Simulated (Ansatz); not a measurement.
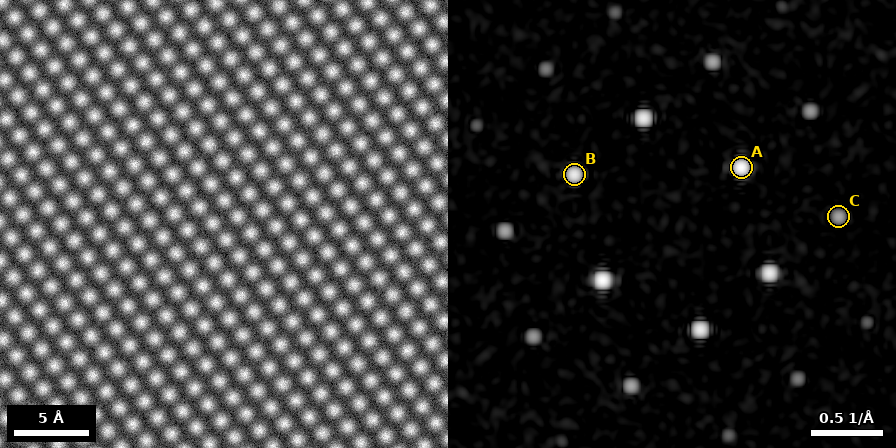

iDPC-like image of Mo (Im-3m, No. 229) along [210]. Simulated as the projected potential of neutral atoms (B = 0.5 Å²) blurred by a 0.52 Å probe, the thin-sample limit of integrated differential phase contrast. The display is stretched by a gamma of 0.65; percentages refer to the linear signal. Shot noise was added. Atomic positions: the input geometry of an electronic-structure calculation (not necessarily at equilibrium).

The right panel is the modulus of the image's Fourier transform on a logarithmic scale.

a = 3.161 Å, b = 3.161 Å, c = 3.161 Å, α = 90.00°, β = 90.00°, γ = 90.00°

Index the marked spots and give their plane spacings (the zone axis points at the viewer; indices equivalent by symmetry, or all signs reversed, are as good).

A: (0 0 -2), d = 1.58 Å; B: (-1 2 1), d = 1.29 Å; C: (1 -2 -3), d = 0.84 Å. A and B enclose 114°, and every spot obeys the zone law hu + kv + lw = 0 for [210].
